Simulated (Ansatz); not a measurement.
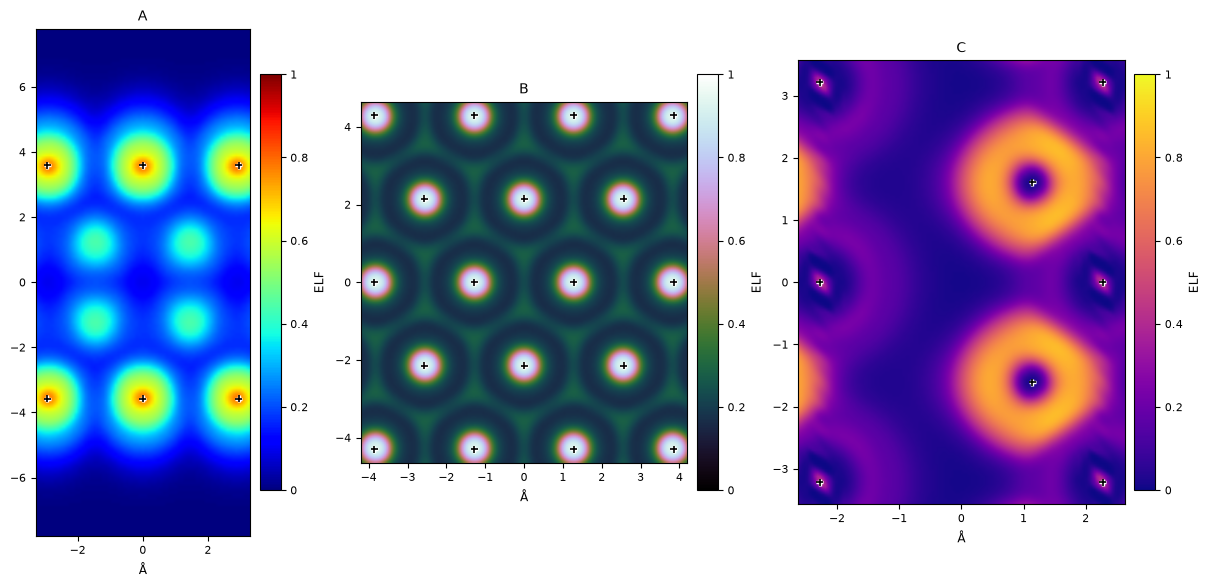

The electron localisation function of 3 systems, each on a plane through atoms (crosses mark nuclei in the plane).

Theory: DFT PBE, scalar-relativistic, plane waves, PAW in Ansatz 0.2.0.

System 1: Au (slab), the (100) plane of the calculation cell, a cut from vacuum to vacuum. 

```yaml
crystal:
  lattice:
    - [17.64138, 0.00000, 0.00000]
    - [-1.47012, 2.54631, 0.00000]
    - [0.00000, 0.00000, 21.60275]
  atoms:
    - { symbol: Au, position: [0.00000, 0.00000, 0.06944] }
    - { symbol: Au, position: [0.05556, 0.66667, 0.18056] }
    - { symbol: Au, position: [0.11111, 0.33333, 0.28997] }
    - { symbol: Au, position: [0.16667, 0.00000, 0.06944] }
    - { symbol: Au, position: [0.22222, 0.66667, 0.18056] }
    - { symbol: Au, position: [0.27778, 0.33333, 0.28997] }
    - { symbol: Au, position: [0.33333, 0.00000, 0.06944] }
    - { symbol: Au, position: [0.38889, 0.66667, 0.18056] }
    - { symbol: Au, position: [0.44444, 0.33333, 0.28997] }
    - { symbol: Au, position: [0.50000, 0.00000, 0.06944] }
    - { symbol: Au, position: [0.55556, 0.66667, 0.18056] }
    - { symbol: Au, position: [0.61111, 0.33333, 0.28997] }
    - { symbol: Au, position: [0.66667, 0.00000, 0.06944] }
    - { symbol: Au, position: [0.72222, 0.66667, 0.18056] }
    - { symbol: Au, position: [0.77778, 0.33333, 0.28997] }
    - { symbol: Au, position: [0.83333, 0.00000, 0.06944] }
    - { symbol: Au, position: [0.88889, 0.66667, 0.18056] }
    - { symbol: Au, position: [0.94444, 0.33333, 0.28997] }
    - { symbol: Au, position: [0.00000, 0.00000, 0.40132] }
    - { symbol: Au, position: [0.16667, 0.00000, 0.40132] }
    - { symbol: Au, position: [0.33333, 0.00000, 0.40132] }
    - { symbol: Au, position: [0.50000, 0.00000, 0.40132] }
    - { symbol: Au, position: [0.66667, 0.00000, 0.40132] }
    - { symbol: Au, position: [0.83333, 0.00000, 0.40132] }
```

System 2: Cu, the (011̄) plane of the conventional cell. Space group I4/mmm; changed on purpose from its base cell (strain +0.000 along x and y, -0.050 along z, atoms carried along); computed pressure about 8 GPa in this cell; computed without spin polarisation.

```
Cu
1.0
     1.81487   -1.81487    0.00000
     1.81487    1.81487    0.00000
     0.00000    0.00000    3.44826
Cu
2
Cartesian
  0.0000 0.0000 0.0000
  1.8149 0.0000 1.7241
```

System 3: GaN, the (011) plane of the conventional cell. Space group F-43m; a structure from a database of computed crystals, not necessarily the ambient phase.

```xyz
8
Lattice="4.5485 0.0000 0.0000 0.0000 0.0000 -4.5485 0.0000 4.5485 0.0000" Properties=species:S:1:pos:R:3 pbc="T T T"
Ga    2.2742    0.0000   -2.2742
Ga    0.0000    2.2742   -2.2742
Ga    0.0000    0.0000    0.0000
Ga    2.2742    2.2742    0.0000
N     3.4114    1.1371   -3.4114
N     1.1371    3.4114   -3.4114
N     1.1371    1.1371   -1.1371
N     3.4114    3.4114   -1.1371
```

### Which map belongs to which system?

Panel A is system 1, Au: the plane holds Au. Panel B is system 2, Cu: the plane holds Cu. Cu–Cu (2.50 Å): the ELF is about 0.20 at the midpoint: no shared electron pair shows on this line. Panel C is system 3, GaN: the plane holds Ga and N. Ga–N (1.97 Å): the ELF peaks at about 0.85 in the valence shell of N, 0.7 Å from its nucleus, and is about 0.45 at the midpoint.
